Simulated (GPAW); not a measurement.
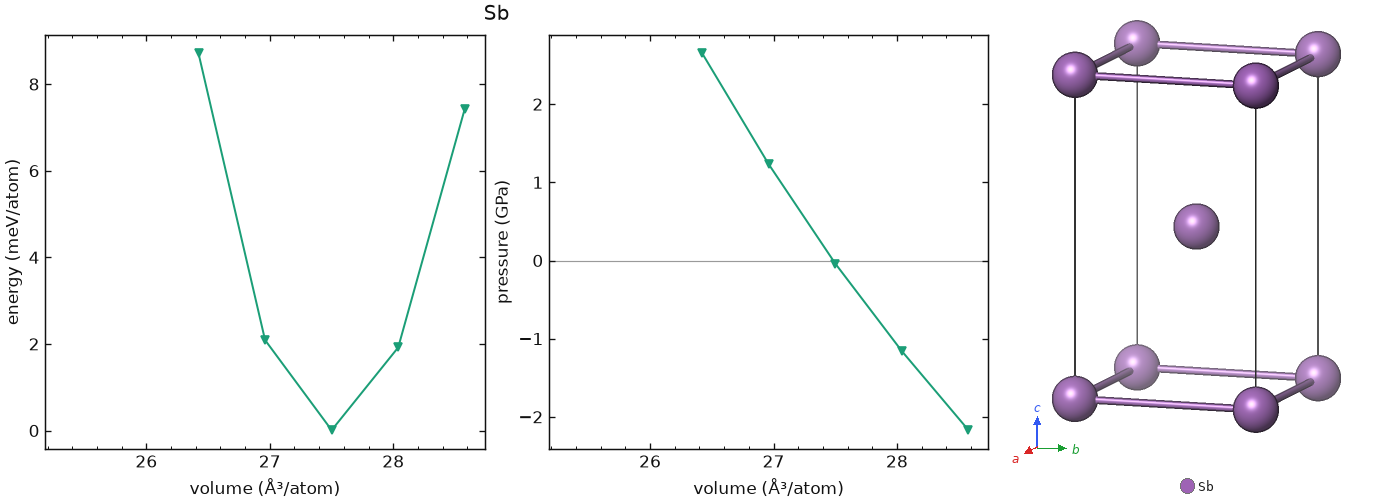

The plot gives the computed energy and pressure against volume for Sb, space group I4/mmm (No. 139). The conventional cell is drawn beside the plot.

Cell as given: a = 3.511 Å, b = 3.511 Å, c = 3.511 Å, α = 126.63°, β = 126.63°, γ = 78.85°; 1 atom.

Calculation (GPAW 26.7.0): PAW DFT in plane waves, on a grid or in atomic orbitals, no spin polarisation; energies at scaled volumes of the given cell, shape and fractions fixed, counted from the fit's minimum, third-order Birch-Murnaghan fit. Level: r2SCAN.

| setting | value |
| --- | --- |
| k mesh | 10×10×10 |
| occupations | Fermi–Dirac |
| smearing width | 0.05 eV |
| potentials | GPAW PAW data sets (gpaw data 1.2.1) |
| wave cutoff | 600 eV |
| program settings | basis pw |

The points at volume 25.34 Å³/atom and 25.88 Å³/atom are left out of the plot. What values does the calculation give there?

```tsv
volume (Å³/atom)	energy (meV/atom)	pressure (GPa)
25.34	37.79	6.03
25.88	20.41	4.25
```

Note: shape and atomic fractions are frozen while scaling, which makes layered, chain and framework solids too stiff.
